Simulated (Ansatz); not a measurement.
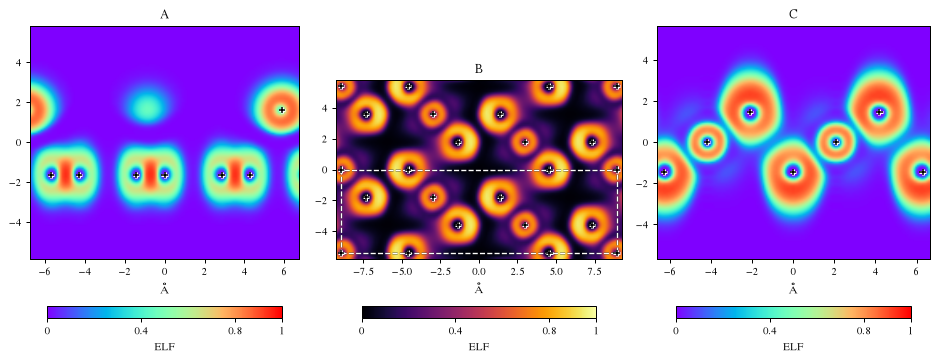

The electron localisation function of 3 systems, each on a plane through atoms (crosses mark nuclei in the plane).

All numbers below come from DFT PBE+D3(BJ), scalar-relativistic, plane waves, PAW in Ansatz.

System 1: C$_{19}$O$_{2}$ (slab), the (110) plane of the calculation cell, a cut from vacuum to vacuum. 

```cif
data_structure
_symmetry_space_group_name_H-M 'P 1'
_symmetry_Int_Tables_number 1
_cell_length_a 7.3951
_cell_length_b 7.3951
_cell_length_c 18.0016
_cell_angle_alpha 90.000
_cell_angle_beta 90.000
_cell_angle_gamma 120.000
_cell_volume 852.58
loop_
_atom_site_label
_atom_site_type_symbol
_atom_site_fract_x
_atom_site_fract_y
_atom_site_fract_z
_atom_site_occupancy
C1 C 0.55556 0.44444 0.44440 1
C2 C 0.55603 0.77758 0.44427 1
C3 C 0.55539 0.11046 0.44452 1
C4 C 0.88944 0.44428 0.44454 1
C5 C 0.88877 0.77712 0.44421 1
C6 C 0.88896 0.11118 0.44437 1
C7 C 0.22210 0.44380 0.44448 1
C8 C 0.22227 0.77780 0.44445 1
C9 C 0.22279 0.11098 0.44437 1
C10 C 0.44422 0.22167 0.44449 1
C11 C 0.44489 0.55517 0.44434 1
C12 C 0.44474 0.88902 0.44444 1
C13 C 0.77823 0.22183 0.44452 1
C14 C 0.77801 0.55563 0.44439 1
C15 C 0.77753 0.88835 0.44419 1
C16 C 0.11145 0.22238 0.44440 1
C17 C 0.11095 0.55499 0.44451 1
C18 C 0.11166 0.88857 0.44429 1
O1 O 0.99840 0.97192 0.62512 1
C19 C 0.82801 0.82931 0.62494 1
O2 O 0.65761 0.68675 0.62521 1
```

System 2: ZrS$_{2}$ (slab), the (110) plane of the calculation cell, a cut from vacuum to vacuum. 

System 3: MoS$_{2}$, the (110) plane of the conventional cell. Space group R-3m; computed without spin polarisation.

```
Mo S
1.0
     3.13477    0.00000    0.00000
    -1.56739    2.71479    0.00000
     0.00000    0.00000   17.85711
Mo S
3 6
Cartesian
  0.0000 0.0000 0.0000
  1.5674 0.9049 5.9523
  0.0000 1.8099 11.9048
  1.5674 0.9049 1.6020
  0.0000 1.8099 7.5544
  0.0000 0.0000 13.5068
  0.0000 0.0000 4.3503
  1.5674 0.9049 10.3027
  0.0000 1.8099 16.2551
```

Question: Which map belongs to which system?

Answer: Panel A is system 1, C$_{19}$O$_{2}$: the plane holds C and O. C–C (1.42 Å): the ELF peaks at about 0.95 between the atoms; a covalent bond. Panel B is system 3, MoS$_{2}$: the plane holds Mo and S. Mo–S (2.42 Å): the ELF peaks at about 0.85 in the valence shell of S, 0.8 Å from its nucleus, and is about 0.40 at the midpoint. Panel C is system 2, ZrS$_{2}$: the plane holds S and Zr. Zr–S (2.56 Å): the ELF peaks at about 0.85 in the valence shell of S, 0.8 Å from its nucleus, and is about 0.40 at the midpoint.
